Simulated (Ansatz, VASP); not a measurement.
**CdSe (Cadmoselite): VASP beside Ansatz**

Wanted: the spread between two codes on one cell, functional and k mesh. The cell comes out of earlier VASP steps on this material, which relaxed, scaled or displaced it; both programs get it as it stands.

Main program and level: Ansatz 0.2.0; plane waves, with VASP 6.6.1 beside it; zone-centre phonons at PBE with D3(BJ).

## Step 1: Set-up

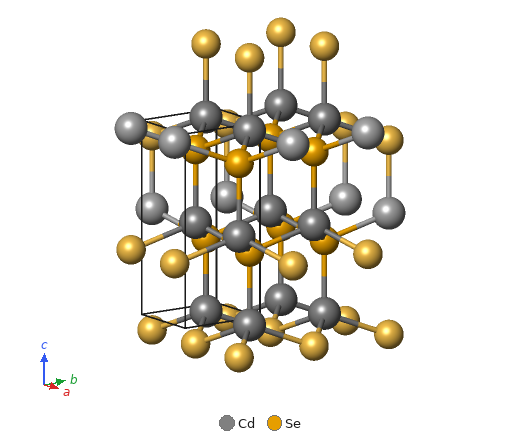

The starting structure, seen slightly off an axis (cadmium grey, selenium orange). 2×2×1 cells are drawn. Some periodic images of atoms are drawn too.

Coordinates:

```
Cd Se
1.0
     4.32009    0.00000    0.00000
    -2.16004    3.74131    0.00000
     0.00000    0.00000    7.05888
Cd Se
2 2
Cartesian
  0.0000 2.4942 0.0051
  2.1600 1.2471 3.5345
  0.0000 2.4942 2.6546
  2.1600 1.2471 6.1841
```

## Step 2: VASP: zone-centre phonons, PBE with D3(BJ)

Second derivatives magnify differences that forces hide, and they need a tight electronic threshold.

Lines of VASP's logs that name or quote its potential files are left out, and so is its time.

INCAR

```
SYSTEM = CdSe
PREC = Accurate
ENCUT = 400
EDIFF = 1E-08
NELM = 100
ISMEAR = 0
SIGMA = 0.05
LREAL = .FALSE.
ALGO = Normal
GGA = PE
IVDW = 12
NBANDS = 24
LORBIT = 11
LWAVE = .FALSE.
LCHARG = .FALSE.
KPAR = 4
IBRION = 6
NFREE = 2
POTIM = 0.015
ISIF = 2
NSW = 1
```

POSCAR

```
CdSe
1.0
    4.3200884141      0.0000000000      0.0000000000
   -2.1600442071      3.7413063133      0.0000000000
    0.0000000000      0.0000000000      7.0588829386
Cd Se
2 2
Direct
    0.3333333333      0.6666666667      0.0007183513
    0.6666666667      0.3333333333      0.5007183513
    0.3333333333      0.6666666667      0.3760716487
    0.6666666667      0.3333333333      0.8760716487
```

KPOINTS

```
Automatic mesh
0
Gamma
6 6 3
0 0 0
```

The projector-augmented-wave data sets are Cd and Se (PBE family, release 64).

Run with:

```sh
$ mpirun -np 4 vasp_std
```

Numbers of over 12 decimals in the logs are rounded to 6 here.

Log:

```text
[banner, memory and clock lines left out]
running    4 mpi-ranks, on    1 nodes
 distrk:  each k-point on    1 cores,    4 groups
 distr:  one band on    1 cores,    1 groups

 POSCAR found type information on POSCAR CdSe
 POSCAR found :  2 types and       4 ions
 LDA part: xc-table for (Slater+PW92), standard interpolation
 POSCAR, INCAR and KPOINTS ok, starting setup
 FFT: planning ... GRIDC
 FFT: planning ... GRID_SOFT
 FFT: planning ... GRID
 WAVECAR not read
 entering main loop
       N       E                     dE             d eps       ncg     rms          rms(c)
DAV:   1     0.206702979429E+03    0.20670E+03   -0.15077E+04   672   0.110E+03
DAV:   2    -0.222940170979E+01   -0.20893E+03   -0.20479E+03   776   0.298E+02
DAV:   3    -0.116418243254E+02   -0.94124E+01   -0.93886E+01   800   0.659E+01
DAV:   4    -0.117024689099E+02   -0.60645E-01   -0.60630E-01   768   0.507E+00
DAV:   5    -0.117029375292E+02   -0.46862E-03   -0.46861E-03   832   0.404E-01    0.861E+00
DAV:   6    -0.109776793720E+02    0.72526E+00   -0.14706E+00   824   0.117E+01    0.679E+00
DAV:   7    -0.109435841542E+02    0.34095E-01   -0.57211E-01   776   0.395E+00    0.258E+00
DAV:   8    -0.109417954073E+02    0.17887E-02   -0.59580E-02   728   0.253E+00    0.374E-01
DAV:   9    -0.109418184710E+02   -0.23064E-04   -0.80300E-03   776   0.107E+00    0.108E-01
DAV:  10    -0.109419701792E+02   -0.15171E-03   -0.91132E-04   760   0.337E-01    0.731E-02
DAV:  11    -0.109420648115E+02   -0.94632E-04   -0.21315E-04   728   0.890E-02    0.205E-02
DAV:  12    -0.109420563179E+02    0.84936E-05   -0.66070E-05   872   0.861E-02    0.913E-03
DAV:  13    -0.109420579946E+02   -0.16766E-05   -0.12443E-05   728   0.316E-02    0.517E-03
DAV:  14    -0.109420581205E+02   -0.12589E-06   -0.89529E-07   816   0.497E-03    0.316E-03
DAV:  15    -0.109420582956E+02   -0.17517E-06   -0.15712E-07   720   0.358E-03    0.143E-03
DAV:  16    -0.109420583745E+02   -0.78885E-07   -0.17445E-08   720   0.863E-04    0.390E-04
DAV:  17    -0.109420583905E+02   -0.16008E-07   -0.29064E-09   408   0.248E-04    0.230E-04
DAV:  18    -0.109420583838E+02    0.67162E-08   -0.45750E-10   400   0.126E-04
   1 F= -.12196721E+02 E0= -.12196721E+02  d E =-.230795E-12
[... from here on, the cycles between the ionic steps are left out ...]
   2 F= -.12196175E+02 E0= -.12196175E+02  d E =-.526622E-13
   3 F= -.12196175E+02 E0= -.12196175E+02  d E =-.526729E-13
   4 F= -.12196060E+02 E0= -.12196060E+02  d E =-.480652E-12
   5 F= -.12196001E+02 E0= -.12196001E+02  d E =-.169491E-12
   6 F= -.12196114E+02 E0= -.12196114E+02  d E =-.220519E-12
   7 F= -.12196114E+02 E0= -.12196114E+02  d E =-.220535E-12
   8 F= -.12195902E+02 E0= -.12195902E+02  d E =-.152269E-12
 Finite differences progress:
  Degree of freedom:   4/  4
  Displacement:        1/  2
  Total:               7/  8
 bond charge predicted
       N       E                     dE             d eps       ncg     rms          rms(c)
DAV:   1    -0.109396381339E+02    0.16319E-02   -0.69327E-01   872   0.316E+00    0.295E-01
DAV:   2    -0.109413295934E+02   -0.16915E-02   -0.19431E-02  1016   0.682E-01    0.118E-01
DAV:   3    -0.109412698680E+02    0.59725E-04   -0.18795E-04   864   0.897E-02    0.682E-02
DAV:   4    -0.109412657932E+02    0.40748E-05   -0.71147E-05  1016   0.493E-02    0.160E-02
DAV:   5    -0.109412657310E+02    0.62193E-07   -0.96721E-06   832   0.176E-02    0.516E-03
DAV:   6    -0.109412657592E+02   -0.28153E-07   -0.58478E-07  1024   0.506E-03    0.225E-03
DAV:   7    -0.109412657713E+02   -0.12091E-07   -0.53461E-08   976   0.224E-03    0.769E-04
DAV:   8    -0.109412657791E+02   -0.78685E-08   -0.30435E-08  1016   0.129E-03
   9 F= -.12195966E+02 E0= -.12195966E+02  d E =-.430526E-12
 Finite differences progress:
  Degree of freedom:   4/  4
  Displacement:        2/  2
  Total:               8/  8
```

OUTCAR, selected parts (step 2):

```text
ion  position               nearest neighbor table
   1  0.333  0.667  0.001-   4 2.64   4 2.64   4 2.64   3 2.65
   2  0.667  0.333  0.501-   3 2.64   3 2.64   3 2.64   4 2.65
   3  0.333  0.667  0.376-   2 2.64   2 2.64   2 2.64   1 2.65
   4  0.667  0.333  0.876-   1 2.64   1 2.64   1 2.64   2 2.65

  LATTYP: Found a hexagonal cell.
 ALAT       =     4.3200884141
 C/A-ratio  =     1.6339672391

 Subroutine GETGRP returns: Found 12 space group operations
 (whereof  6 operations were pure point group operations)

The static configuration has the point symmetry C_3v.
 The point group associated with its full space group is C_6v.

 Found     14 irreducible k-points:

   k-points           NKPTS =     14   k-points in BZ     NKDIM =     14   number of bands    NBANDS=     24

   dimension x,y,z NGX =    28 NGY =   28 NGZ =   48
   dimension x,y,z NGXF=    56 NGYF=   56 NGZF=   96

   ENCUT  =  400.0 eV  29.40 Ry    5.42 a.u.   7.04  7.04 11.51*2*pi/ulx,y,z

   NELECT =      36.0000    total number of electrons

 k-points in reciprocal lattice and weights: Automatic mesh
   0.00000000  0.00000000  0.00000000       0.009
   0.16666667  0.00000000  0.00000000       0.056
   0.33333333 -0.00000000  0.00000000       0.056
   0.50000000  0.00000000  0.00000000       0.028
   0.16666667  0.16666667  0.00000000       0.056
   0.33333333  0.16666667  0.00000000       0.111
   0.33333333  0.33333333  0.00000000       0.019
   0.00000000  0.00000000  0.33333333       0.019
   0.16666667  0.00000000  0.33333333       0.111
[...]
0.33333333  0.16666667  0.33333333       0.222
   0.33333333  0.33333333  0.33333333       0.037

 Edisp (eV)   -1.25463

 average (electrostatic) potential at core
       1 -40.0644       2 -40.0619       3 -56.5202       4 -56.5223

 E-fermi :   1.0731

 k-point     1 :       0.0000    0.0000    0.0000
  band No.  band energies     occupation
    ...
     14       0.0946      2.00000
     15       0.0946      2.00000
     16       0.7849      2.00000
     17       0.8444      2.00000
     18       0.8444      2.00000
     19       1.4700      0.00000
     20       3.0494      0.00000
     21       6.7005      0.00000
     22       6.7005      0.00000
     23       6.9695      0.00000
    ...

 k-point     2 :       0.1667    0.0000    0.0000
  band No.  band energies     occupation
    ...
     14      -0.9240      2.00000
     15      -0.5478      2.00000
     16      -0.2160      2.00000
     17       0.5822      2.00000
     18       0.6584      2.00000
     19       2.7890      0.00000
     20       3.9885      0.00000
     21       6.0813      0.00000
     22       7.0510      0.00000
     23       7.0626      0.00000
    ...

 k-point     3 :       0.3333   -0.0000    0.0000
  band No.  band energies     occupation
    ...
     14      -2.1651      2.00000
     15      -1.7527      2.00000
     16      -0.7374      2.00000
     17      -0.0021      2.00000
     18       0.2905      2.00000
     19       3.7868      0.00000
     20       4.2923      0.00000
     21       5.8844      0.00000
     22       6.6429      0.00000
     23       7.3073      0.00000
    ...

 Edisp (eV)   -1.25470

  Total      -0.05795    -0.05795     0.12119     0.00000    -0.00000    -0.00000
  in kB      -0.81382    -0.81382     1.70180     0.00000    -0.00000    -0.00000
  external pressure =        0.02 kB  Pullay stress =        0.00 kB

  energy-cutoff  :      400.00
  volume of cell :      114.09
      direct lattice vectors                 reciprocal lattice vectors
     4.320088414  0.000000000  0.000000000     0.231476744  0.133643160  0.000000000
    -2.160044207  3.741306313  0.000000000     0.000000000  0.267286321  0.000000000
     0.000000000  0.000000000  7.058882939     0.000000000  0.000000000  0.141665474

 POSITION                                       TOTAL-FORCE (eV/Angst)
 -----------------------------------------------------------------------------------
     -0.00000      2.49420      0.00507        -0.000000      0.000000     -0.054618
      2.16004      1.24710      3.53451         0.000000     -0.000000     -0.013865
     -0.00000      2.49420      2.63965        -0.000000      0.000000      0.104665
      2.16004      1.24710      6.18409        -0.000000      0.000000     -0.036181
 -----------------------------------------------------------------------------------
    total drift:                               -0.000000     -0.000000     -0.000713

  FREE ENERGIE OF THE ION-ELECTRON SYSTEM (eV)
  ---------------------------------------------------
  free  energy   TOTEN  =       -12.1959662530 eV

  energy  without entropy=      -12.1959662530  energy(sigma->0) =      -12.19596625

 Eigenvectors and eigenvalues of the dynamical matrix
 ----------------------------------------------------

   1 f  =    5.614900 THz    35.279455 2PiTHz  187.292893 cm-1    23.221349 meV
             X         Y         Z           dx          dy          dz
     -0.000000  2.494204  0.005071    -0.000000    0.000000   -0.286313
      2.160044  1.247102  3.534512     0.000000   -0.000000    0.286313
     -0.000000  2.494204  2.654646    -0.000000    0.000000    0.646548
      2.160044  1.247102  6.184087     0.000000   -0.000000   -0.646548

   2 f  =    5.239871 THz    32.923078 2PiTHz  174.783271 cm-1    21.670354 meV
             X         Y         Z           dx          dy          dz
     -0.000000  2.494204  0.005071    -0.101395    0.408711   -0.000000
      2.160044  1.247102  3.534512     0.101395   -0.408711   -0.000000
     -0.000000  2.494204  2.654646    -0.136777    0.551332    0.000000
      2.160044  1.247102  6.184087     0.136777   -0.551332    0.000000

   3 f  =    5.239871 THz    32.923078 2PiTHz  174.783271 cm-1    21.670354 meV
             X         Y         Z           dx          dy          dz
     -0.000000  2.494204  0.005071    -0.408711   -0.101395   -0.000000
      2.160044  1.247102  3.534512     0.408711    0.101395   -0.000000
     -0.000000  2.494204  2.654646    -0.551332   -0.136777    0.000000
      2.160044  1.247102  6.184087     0.551332    0.136777    0.000000

   4 f  =    5.126495 THz    32.210719 2PiTHz  171.001473 cm-1    21.201471 meV
             X         Y         Z           dx          dy          dz
     -0.000000  2.494204  0.005071     0.109387   -0.440929    0.000000
      2.160044  1.247102  3.534512     0.109387   -0.440929    0.000000
     -0.000000  2.494204  2.654646    -0.130472    0.525921   -0.000000
      2.160044  1.247102  6.184087    -0.130472    0.525921   -0.000000

   5 f  =    5.126495 THz    32.210719 2PiTHz  171.001473 cm-1    21.201471 meV
             X         Y         Z           dx          dy          dz
     -0.000000  2.494204  0.005071     0.440929    0.109387    0.000000
      2.160044  1.247102  3.534512     0.440929    0.109387    0.000000
     -0.000000  2.494204  2.654646    -0.525921   -0.130472   -0.000000
      2.160044  1.247102  6.184087    -0.525921   -0.130472   -0.000000

   6 f  =    5.015206 THz    31.511470 2PiTHz  167.289273 cm-1    20.741217 meV
             X         Y         Z           dx          dy          dz
     -0.000000  2.494204  0.005071    -0.000000    0.000000    0.454364
      2.160044  1.247102  3.534512    -0.000000    0.000000    0.454364
     -0.000000  2.494204  2.654646     0.000000   -0.000000   -0.541805
      2.160044  1.247102  6.184087     0.000000   -0.000000   -0.541805

   7 f  =    3.650549 THz    22.937078 2PiTHz  121.769216 cm-1    15.097452 meV
             X         Y         Z           dx          dy          dz
     -0.000000  2.494204  0.005071    -0.000000    0.000000   -0.646548
      2.160044  1.247102  3.534512    -0.000000    0.000000    0.646548
     -0.000000  2.494204  2.654646    -0.000000    0.000000   -0.286313
      2.160044  1.247102  6.184087     0.000000   -0.000000    0.286313

   8 f  =    0.875077 THz     5.498269 2PiTHz   29.189416 cm-1     3.619025 meV
             X         Y         Z           dx          dy          dz
     -0.000000  2.494204  0.005071     0.136757   -0.551337    0.000000
      2.160044  1.247102  3.534512    -0.136757    0.551337    0.000000
     -0.000000  2.494204  2.654646    -0.101380    0.408714    0.000000
      2.160044  1.247102  6.184087     0.101380   -0.408714    0.000000

   9 f  =    0.875077 THz     5.498269 2PiTHz   29.189416 cm-1     3.619025 meV
             X         Y         Z           dx          dy          dz
     -0.000000  2.494204  0.005071    -0.551337   -0.136757    0.000000
      2.160044  1.247102  3.534512     0.551337    0.136757    0.000000
     -0.000000  2.494204  2.654646     0.408714    0.101380    0.000000
      2.160044  1.247102  6.184087    -0.408714   -0.101380    0.000000

  10 f/i=    0.000865 THz     0.005435 2PiTHz    0.028851 cm-1     0.003577 meV
             X         Y         Z           dx          dy          dz
     -0.000000  2.494204  0.005071     0.075264    0.536611   -0.000000
      2.160044  1.247102  3.534512     0.075264    0.536611   -0.000000
     -0.000000  2.494204  2.654646     0.063101    0.449891   -0.000000
      2.160044  1.247102  6.184087     0.063101    0.449891   -0.000000

  11 f/i=    0.000865 THz     0.005435 2PiTHz    0.028851 cm-1     0.003577 meV
             X         Y         Z           dx          dy          dz
     -0.000000  2.494204  0.005071    -0.536611    0.075264    0.000000
      2.160044  1.247102  3.534512    -0.536611    0.075264    0.000000
     -0.000000  2.494204  2.654646    -0.449891    0.063101    0.000000
      2.160044  1.247102  6.184087    -0.449891    0.063101    0.000000

  12 f/i=    0.001489 THz     0.009358 2PiTHz    0.049678 cm-1     0.006159 meV
             X         Y         Z           dx          dy          dz
     -0.000000  2.494204  0.005071     0.000000    0.000000    0.541805
      2.160044  1.247102  3.534512     0.000000    0.000000    0.541805
     -0.000000  2.494204  2.654646     0.000000    0.000000    0.454364
      2.160044  1.247102  6.184087     0.000000    0.000000    0.454364

 ELASTIC MODULI CONTR FROM IONIC RELAXATION (kBar)
 Direction    XX          YY          ZZ          XY          YZ          ZX
 --------------------------------------------------------------------------------
 XX        -315.5771    131.3017    175.6571      0.0000     -0.0000     -0.0000
 YY         131.3017   -315.5771    175.6571      0.0000      0.0000      0.0000
 ZZ         175.6571    175.6571   -334.8839     -0.0000     -0.0000     -0.0000
 XY           0.0000      0.0000     -0.0000   -223.4394     -0.0000      0.0000
 YZ          -0.0000     -0.0000     -0.0000     -0.0000    -91.3507      0.0000
 ZX          -0.0000      0.0000     -0.0000     -0.0000      0.0000    -91.3506
 --------------------------------------------------------------------------------

 total charge
# of ion       s       p       d       tot
------------------------------------------
    1        0.441   0.307   9.552  10.300
    2        0.441   0.307   9.552  10.300
    3        1.443   2.393   0.021   3.857
    4        1.443   2.393   0.021   3.857
--------------------------------------------------
tot          3.770   5.399  19.146  28.314

[... 3 further parts left out ...]
```

CONTCAR:

```
CdSe
   1.00000000000000
     4.3200884140999998    0.0000000000000000    0.0000000000000000
    -2.1600442070999999    3.7413063133000000    0.0000000000000000
     0.0000000000000000    0.0000000000000000    7.0588829386000000
  Cd              Se
     2     2
Direct
     0.3333333332999970    0.6666666667000030    0.0007183513000015
     0.6666666667000030    0.3333333332999970    0.5007183513000015
     0.3333333332999971    0.6666666667000031    0.3739466665844888
     0.6666666667000030    0.3333333332999970    0.8760716486999982
```

[end of part 1 of 2]

[Lines on the potential files, build, host, timing and source positions are cut from VASP's logs without a mark.]

[Logs are printed without paths, hosts, clocks, repeated set-up lines and the standing remarks that a program may print on its own settings, such as how far it seeks lower states.]

[Hosts, paths, dates, database ids (printed as entryN), source tags and the programs' standing remarks are cut or masked in the printed files.]
